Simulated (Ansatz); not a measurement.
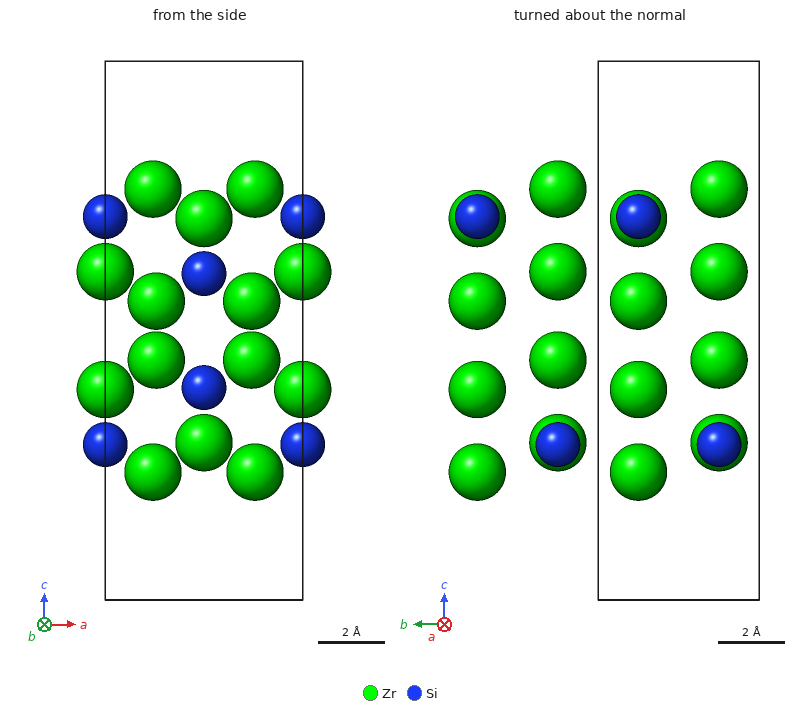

A spheres-only picture of a periodic slab, seen from the side and turned about the normal. The surface normal points up in side views; the box is the simulation cell. 1×2 cells are drawn in the plane, with atoms at the edges repeated.

The cell holds 12 Zr, 4 Si.

Which elements lie outermost on each side?

The top face ends in Zr, the bottom face in Zr. The two faces are alike.

How far apart are the outermost atoms along the normal?

About 9 Å from the lowest to the highest atom, with about 8 Å of vacuum to the next image.

Count the planes and say what each contains, starting at the top.

Eight planes: Zr / ZrSi / ZrSi / Zr / Zr / ZrSi / ZrSi / Zr.

Source of the structure: a structure listed in the Materials Project. The cell was then strained or its atoms displaced on purpose. An electronic-structure calculation with Ansatz was run on it.
